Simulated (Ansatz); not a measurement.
## Al2O3: geometry relaxation (part 2 of 2)

Continued. System: Al2O3 (R-3c, 10 atoms in the cell). Method: DFT LDA, scalar-relativistic, plane waves, PAW, no spin polarisation (Ansatz 0.2.0); cutoff 420 eV, 6×6×6 k-mesh, Gaussian smearing of 0.02 eV. The structure derives from an entry of the Crystallography Open Database.

Geometry of the input (Å; fractional positions):
```
2.3803  1.3742  4.3319
-2.3803  1.3742  4.3319
0.0000  -2.7485  4.3319
Al 0.3522  0.3522  0.3522
Al 0.1478  0.1478  0.1478
Al 0.6478  0.6478  0.6478
Al 0.8522  0.8522  0.8522
O  0.5567  0.9433  0.2500
O  0.2500  0.5567  0.9433
O  0.9433  0.2500  0.5567
O  0.4433  0.0567  0.7500
O  0.7500  0.4433  0.0567
O  0.0567  0.7500  0.4433
```

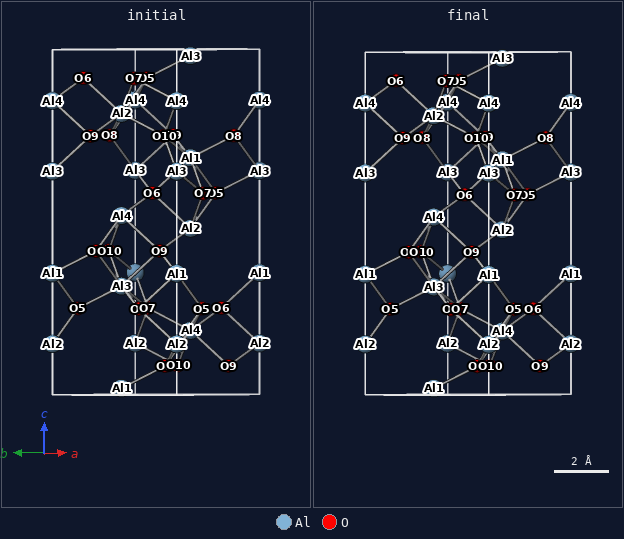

Before (left) and after (right) the relaxation, at one scale (ball-and-stick view of the cell 3 times as large as that of the calculation, set on its symmetry axes, seen at an oblique angle). The atoms keep their places relative to the cell (all moves are under 0.005 Å). Cell: a = b 4.761 → 4.729 Å (−0.7 %), c 12.996 → 12.892 Å (−0.8 %). Volume −2.1 %. Among the contacts that change: Al1–O5 1.973 → 1.955 Å, Al1–O10 1.854 → 1.844 Å. The space group stays R-3c (No. 167). The energy falls by 3.2 meV per atom in 5 geometry steps. Largest force component: 0.11 eV/Å at the start, under 0.0001 eV/Å at the end. Pressure: −5.29 GPa at the start and −0.01 GPa at the end. 1 further SCF at an unchanged geometry re-selected the plane-wave basis for the new cell. The energy change given includes the shifts at the re-selections in mid-walk, which come without any move. A last SCF at the same geometry on a re-selected plane-wave basis shifts the energy by +0.1 meV per atom. (Atoms are counted from 1 in the order of the input.)

```
basis re-selected at this cell: Δ(F+E_penalty+E_count) = +7.137e-4 eV, ΔP = -0.007 GPa vs the last step (what re-selecting the basis moved, of the pressure what is left beyond the Pulay correction that the steps carried, after the strain that the cell walked since its last selection, with what the two solves' SCF thresholds leave and, on support functions, any second-order correction that the steps lacked; it is no measure of the basis error at this ecutwfc). This SCF's stress stands 1.21e-2 GPa from its target on what of the cell is left free (relax.cell.stress_tol is 5.00e-2 GPa) and its largest allowed force component is 5.04e-5 eV/Å (relax.f_tol is 5.00e-3 eV/Å): within both
SCF converged after 4 iterations
Free energy (F): -5399.856392 eV
Harris-Foulkes:  -5399.856392 eV  (|F-HF|=9.09e-12)
Internal energy: -5399.856392 eV  (E = F + TS)
E sigma→0 (E₀):  -5399.856392 eV
Fermi energy:    10.883641 eV
--- Per-component energies (eV) ---
  E_band       = 62.490866
  E_kinetic    = 1180.617095
  E_local      = -1959.305881  (includes V_loc(G=0)·N_el)
  E_nonlocal   = 339.398665
  E_hartree    = 718.900382
  E_xc         = -605.224339
  E_vxc        = -693.438887  (∫ρ·V_xc dr)
  E_paw        = -2661.151904  (= ΣΔE_a)
  E_vpaw       = -242.596393  (= ΣTr[D̂ρ^β])
  E_aug_tail   = 0.015531  (compensation charges beyond the density's cutoff)
  E_ewald      = -2413.910336
  E_core_change = 0.804395  (= ΣΔE_core)
  E_smearing   = -0.000000  (= −TS)
  E_closure    = 0.000000  (closes the sum)
  Σ components = -5399.856392   (vs F -5399.856392, Δ=0.00e0)
--- Forces (eV/Å), atoms counted from 1 ---
  atom   1  Al     0.00000000    -0.00000000     0.00004810
  atom   2  Al     0.00000000     0.00000000    -0.00004810
  atom   3  Al    -0.00000000     0.00000000    -0.00004810
  atom   4  Al    -0.00000000    -0.00000000     0.00004810
  atom   5  O      0.00005037     0.00000000     0.00000000
  atom   6  O     -0.00002518     0.00004362     0.00000000
  atom   7  O     -0.00002518    -0.00004362    -0.00000000
  atom   8  O     -0.00005037     0.00000000    -0.00000000
  atom   9  O      0.00002518    -0.00004362    -0.00000000
  atom  10  O      0.00002518     0.00004362     0.00000000
  max |Σ_I F_I| component: 1.74e-17 eV/Å
--- Stress (GPa, compression-positive) ---
       -0.012101      -0.000000       0.000000
       -0.000000      -0.012101       0.000000
        0.000000       0.000000      -0.012112
  P = ⅓ Tr σ = -0.0121 GPa (-0.121 kbar)
--- Band table (eV; the first three rows and the last of 32) ---
  k-point 0: bands = ["-11.5072", "-9.0008", "-8.6976", "-8.6976", "-8.3609", "-8.3609", "0.5841", "1.6004", "1.9534", "1.9534", "3.0917", "3.1514", "3.1514", "4.2166", "4.6655", "6.2123", "6.2123", "6.3259", "6.3259", "7.1431", "7.1431", "7.6260", "7.6260", "7.6681", "14.0992", "16.7839", "18.4783", "19.2345", "19.2345", "19.2520", "19.9522", "19.9522", "19.9678", "21.4237"]
  k-point 1: bands = ["-11.3560", "-9.0857", "-8.7868", "-8.7288", "-8.4345", "-8.3714", "0.7404", "1.3556", "1.7710", "2.5068", "2.5811", "3.1067", "4.0777", "4.7860", "4.9449", "5.7149", "6.0777", "6.2445", "6.4023", "6.7709", "6.9464", "7.3101", "7.5828", "7.6137", "14.7143", "17.2922", "18.0491", "18.7815", "18.9778", "19.0911", "20.1906", "20.1982", "20.4383", "20.6811"]
  k-point 2: bands = ["-10.9248", "-9.5893", "-8.7607", "-8.7313", "-8.5895", "-8.4412", "0.9175", "1.3657", "1.6641", "2.4213", "3.2005", "3.7222", "4.5541", "5.1544", "5.2925", "5.4585", "5.7723", "5.8613", "6.1745", "6.2752", "6.7843", "7.0973", "7.4264", "7.4718", "15.9938", "17.5190", "17.7743", "18.2725", "18.5470", "19.1027", "19.8950", "19.9236", "20.4305", "21.0579"]
  k-point 31: bands = ["-10.4487", "-10.4487", "-8.5525", "-8.5525", "-8.5525", "-8.5525", "1.9121", "1.9121", "3.0789", "3.0789", "3.0789", "3.0789", "3.5230", "3.5230", "5.3475", "5.3475", "5.5860", "5.5860", "5.5860", "5.5860", "7.2725", "7.2725", "7.2725", "7.2725", "16.4365", "16.4365", "18.6977", "18.6977", "20.2258", "20.2258", "20.3636", "20.3636", "20.3636", "20.3636"]
--- Relaxed structure (6 steps of the walk, 6 accepted, 2 SCFs on fresh bases) ---
  F+E_penalty+E_count = -5399.85639228 eV   max|allowed force component| = 5.037e-5 eV/Å   (the final SCF, on the basis selected at the relaxed cell)
  cell:  # Å, volume = 83.2324 Å³
    - [2.364594392320061, 1.3651992089137337, 4.29722832286291]
    - [-2.364594392320061, 1.3651992089137337, 4.29722832286291]
    - [-2.8274632510018798e-34, -2.7303984178770677, 4.297228322847153]
  atoms:
    - { symbol: Al, position: [0.3520239543890135, 0.3520239543890135, 0.3520239543890135] }
    - { symbol: Al, position: [0.14797604561098665, 0.14797604561098665, 0.14797604561098662] }
    - { symbol: Al, position: [0.6479760456109867, 0.6479760456109867, 0.6479760456109867] }
    - { symbol: Al, position: [0.8520239543890137, 0.8520239543890137, 0.8520239543890137] }
    - { symbol: O, position: [0.5558600132246732, 0.944139986775327, 0.25000000000000017] }
    - { symbol: O, position: [0.25000000000000006, 0.5558600132246732, 0.9441399867753271] }
    - { symbol: O, position: [0.9441399867753272, 0.2500000000000002, 0.5558600132246733] }
    - { symbol: O, position: [0.444139986775327, 0.055860013224673266, 0.7500000000000002] }
    - { symbol: O, position: [0.7500000000000002, 0.44413998677532696, 0.055860013224673266] }
    - { symbol: O, position: [0.055860013224673155, 0.7500000000000001, 0.4441399867753269] }
```

### Trajectory as extended XYZ (Å, eV, eV/Å), 8 frames, from step=1 to step=8
```
10
Lattice="2.3803 1.3742 4.3319 -2.3803 1.3742 4.3319 0.0000 -2.7485 4.3319" Properties=species:S:1:pos:R:3:forces:R:3 step=1 energy=-5399.82508 pressure_GPa=-5.29
Al    0.0000    0.0000    4.5765    0.0000   0.0000  -0.0428
Al    0.0000    0.0000    1.9213    0.0000   0.0000   0.0428
Al    0.0000    0.0000    8.4191    0.0000   0.0000   0.0428
Al    0.0000    0.0000   11.0743    0.0000   0.0000  -0.0428
O    -0.9203    1.3742    7.5808   -0.1124   0.0000   0.0000
O    -0.7300   -1.4841    7.5808    0.0562  -0.0974   0.0000
O     1.6503    0.1099    7.5808    0.0562   0.0974   0.0000
O     0.9203   -1.3742    5.4148    0.1124   0.0000   0.0000
O     0.7300    1.4841    5.4148   -0.0562   0.0974   0.0000
O    -1.6503   -0.1099    5.4148   -0.0562  -0.0974   0.0000
10
Lattice="2.3743 1.3708 4.3134 -2.3743 1.3708 4.3134 0.0000 -2.7417 4.3134" Properties=species:S:1:pos:R:3:forces:R:3 step=2 energy=-5399.85189 pressure_GPa=-2.92
Al    0.0000    0.0000    4.5594    0.0000   0.0000  -0.0686
Al    0.0000    0.0000    1.9107    0.0000   0.0000   0.0686
Al    0.0000    0.0000    8.3807    0.0000   0.0000   0.0686
Al    0.0000    0.0000   11.0294    0.0000   0.0000  -0.0686
O    -0.9209    1.3708    7.5484   -0.0471   0.0000   0.0000
O    -0.7267   -1.4830    7.5484    0.0235  -0.0408   0.0000
O     1.6476    0.1121    7.5484    0.0235   0.0408   0.0000
O     0.9209   -1.3708    5.3917    0.0471   0.0000   0.0000
O     0.7267    1.4830    5.3917   -0.0235   0.0408   0.0000
O    -1.6476   -0.1121    5.3917   -0.0235  -0.0408   0.0000
10
Lattice="2.3655 1.3657 4.2981 -2.3655 1.3657 4.2981 0.0000 -2.7314 4.2981" Properties=species:S:1:pos:R:3:forces:R:3 step=3 energy=-5399.86775 pressure_GPa=0.01
Al    0.0000    0.0000    4.5423    0.0000   0.0000  -0.0548
Al    0.0000    0.0000    1.9049    0.0000   0.0000   0.0548
Al    0.0000    0.0000    8.3520    0.0000   0.0000   0.0548
Al    0.0000    0.0000   10.9894    0.0000   0.0000  -0.0548
O    -0.9188    1.3657    7.5217   -0.0014   0.0000   0.0000
O    -0.7233   -1.4786    7.5217    0.0007  -0.0012   0.0000
O     1.6421    0.1129    7.5217    0.0007   0.0012   0.0000
O     0.9188   -1.3657    5.3726    0.0014   0.0000   0.0000
O     0.7233    1.4786    5.3726   -0.0007   0.0012   0.0000
O    -1.6421   -0.1129    5.3726   -0.0007  -0.0012   0.0000
10
Lattice="2.3654 1.3656 4.2978 -2.3654 1.3656 4.2978 0.0000 -2.7313 4.2978" Properties=species:S:1:pos:R:3:forces:R:3 step=4 energy=-5399.86806 pressure_GPa=0.03
Al    0.0000    0.0000    4.5406    0.0000   0.0000  -0.0305
Al    0.0000    0.0000    1.9062    0.0000   0.0000   0.0305
Al    0.0000    0.0000    8.3529    0.0000   0.0000   0.0305
Al    0.0000    0.0000   10.9873    0.0000   0.0000  -0.0305
O    -0.9184    1.3656    7.5212   -0.0062   0.0000   0.0000
O    -0.7235   -1.4782    7.5212    0.0031  -0.0054   0.0000
O     1.6419    0.1126    7.5212    0.0031   0.0054   0.0000
O     0.9184   -1.3656    5.3723    0.0062   0.0000   0.0000
O     0.7235    1.4782    5.3723   -0.0031   0.0054   0.0000
O    -1.6419   -0.1126    5.3723   -0.0031  -0.0054   0.0000
10
Lattice="2.3652 1.3655 4.2990 -2.3652 1.3655 4.2990 0.0000 -2.7310 4.2990" Properties=species:S:1:pos:R:3:forces:R:3 step=5 energy=-5399.86812 pressure_GPa=0.01
Al    0.0000    0.0000    4.5400    0.0000   0.0000   0.0001
Al    0.0000    0.0000    1.9085    0.0000   0.0000  -0.0001
Al    0.0000    0.0000    8.3570    0.0000   0.0000  -0.0001
Al    0.0000    0.0000   10.9885    0.0000   0.0000   0.0001
O    -0.9184    1.3655    7.5232    0.0000   0.0000   0.0000
O    -0.7234   -1.4781    7.5232    0.0000   0.0000   0.0000
O     1.6418    0.1126    7.5232    0.0000   0.0000   0.0000
O     0.9184   -1.3655    5.3737    0.0000   0.0000   0.0000
O     0.7234    1.4781    5.3737    0.0000   0.0000   0.0000
O    -1.6418   -0.1126    5.3737    0.0000   0.0000   0.0000
10
Lattice="2.3652 1.3655 4.2990 -2.3652 1.3655 4.2990 0.0000 -2.7310 4.2990" Properties=species:S:1:pos:R:3:forces:R:3 step=6 energy=-5399.85649 pressure_GPa=-0.24
Al    0.0000    0.0000    4.5400    0.0000   0.0000   0.0005
Al    0.0000    0.0000    1.9085    0.0000   0.0000  -0.0005
Al    0.0000    0.0000    8.3570    0.0000   0.0000  -0.0005
Al    0.0000    0.0000   10.9885    0.0000   0.0000   0.0005
O    -0.9184    1.3655    7.5232    0.0000   0.0000   0.0000
O    -0.7234   -1.4781    7.5232    0.0000   0.0000   0.0000
O     1.6418    0.1126    7.5232    0.0000   0.0000   0.0000
O     0.9184   -1.3655    5.3737    0.0000   0.0000   0.0000
O     0.7234    1.4781    5.3737    0.0000   0.0000   0.0000
O    -1.6418   -0.1126    5.3737    0.0000   0.0000   0.0000
10
Lattice="2.3646 1.3652 4.2972 -2.3646 1.3652 4.2972 0.0000 -2.7304 4.2972" Properties=species:S:1:pos:R:3:forces:R:3 step=7 energy=-5399.85711 pressure_GPa=-0.01
Al    0.0000    0.0000    4.5382    0.0000   0.0000   0.0000
Al    0.0000    0.0000    1.9077    0.0000   0.0000   0.0000
Al    0.0000    0.0000    8.3535    0.0000   0.0000   0.0000
Al    0.0000    0.0000   10.9840    0.0000   0.0000   0.0000
O    -0.9181    1.3652    7.5202    0.0001   0.0000   0.0000
O    -0.7232   -1.4777    7.5202    0.0000   0.0001   0.0000
O     1.6414    0.1125    7.5202    0.0000  -0.0001   0.0000
O     0.9181   -1.3652    5.3715   -0.0001   0.0000   0.0000
O     0.7232    1.4777    5.3715    0.0000  -0.0001   0.0000
O    -1.6414   -0.1125    5.3715    0.0000   0.0001   0.0000
10
Lattice="2.3646 1.3652 4.2972 -2.3646 1.3652 4.2972 0.0000 -2.7304 4.2972" Properties=species:S:1:pos:R:3:forces:R:3 step=8 energy=-5399.85639 pressure_GPa=-0.01
Al    0.0000    0.0000    4.5382    0.0000   0.0000   0.0000
Al    0.0000    0.0000    1.9077    0.0000   0.0000   0.0000
Al    0.0000    0.0000    8.3535    0.0000   0.0000   0.0000
Al    0.0000    0.0000   10.9840    0.0000   0.0000   0.0000
O    -0.9181    1.3652    7.5202    0.0001   0.0000   0.0000
O    -0.7232   -1.4777    7.5202    0.0000   0.0000   0.0000
O     1.6414    0.1125    7.5202    0.0000   0.0000   0.0000
O     0.9181   -1.3652    5.3715   -0.0001   0.0000   0.0000
O     0.7232    1.4777    5.3715    0.0000   0.0000   0.0000
O    -1.6414   -0.1125    5.3715    0.0000   0.0000   0.0000
```

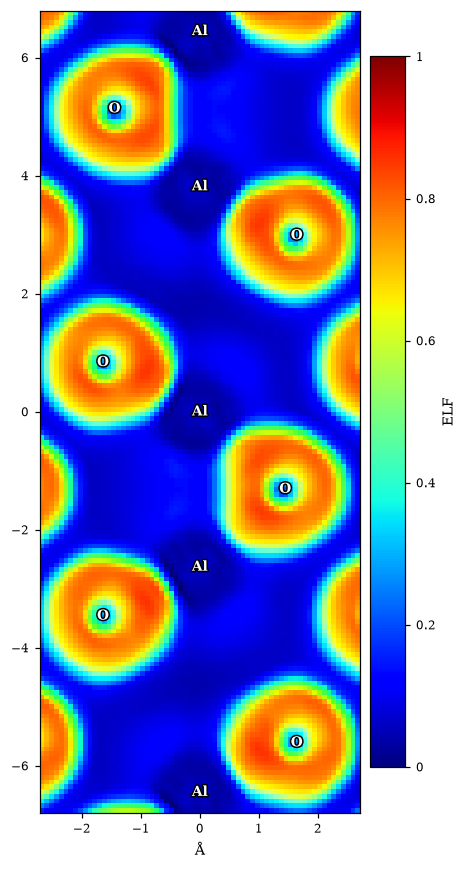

Electron localisation function on the (100) plane of the conventional cell. The section cuts through Al and O sites. Al–O (1.84 Å): the ELF is about 0.80 at the midpoint. Al–O (1.96 Å): the ELF is about 0.75 at the midpoint. In a PAW calculation such maps are meaningful between the atoms, not at the nuclei.

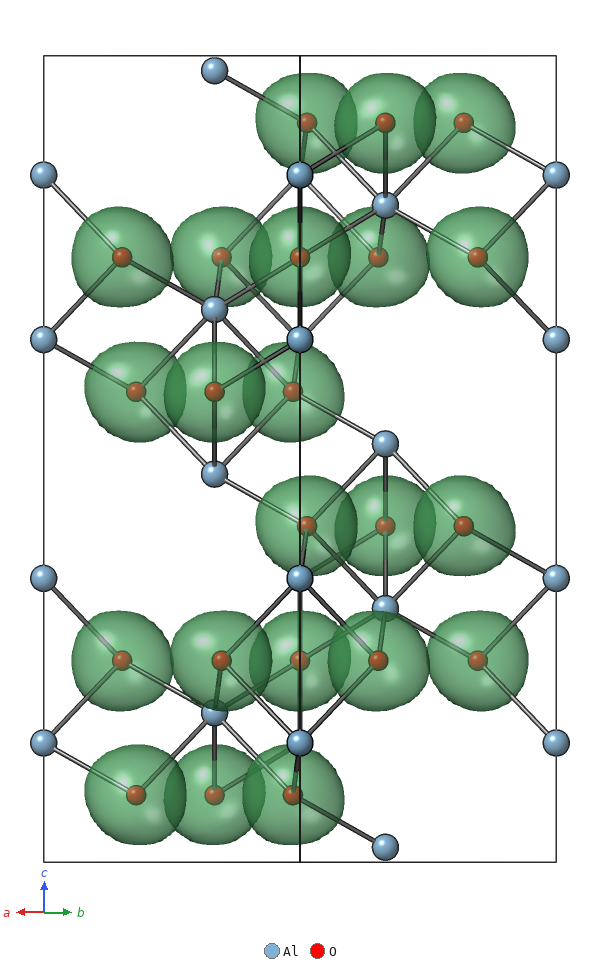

Isosurface of the valence pseudo-density at 0.8 e/Å³ (green), seen along [110]. Sticks mark near contacts. The outline is the cell set on symmetry axes. At this value the density breaks into separate islands; it holds about 65 % of the electrons treated as valence. It is pinched off along the Al–O (1.84 Å) and Al–O (1.96 Å) contacts. On the grid the lowest density along these lines, outside the cores, is 0.53 e/Å³ (Al–O, 1.84 Å) and 0.43 e/Å³ (Al–O, 1.96 Å).

### Key numbers

| quantity | value |
| --- | --- |
| outcome | converged |
| space group (tolerance 0.01 Å) | R-3c (167) |
| electrons treated | 48 |
| free energy | −5399.8564 eV |
| Fermi energy | 10.884 eV |
| gap on the k-point mesh | 6.43 eV |
| pressure | −0.01 GPa |
| final volume | 83.23 Å³ |
| largest force (length of the vector) at the end | under 0.001 eV/Å |
| final cell | a = 5.091 Å, b = 5.091 Å, c = 5.091 Å, α = 55.35°, β = 55.35°, γ = 55.35° |
| wall time | 35 s (CPU time 65 s) |
| peak memory | 0.45 GiB |
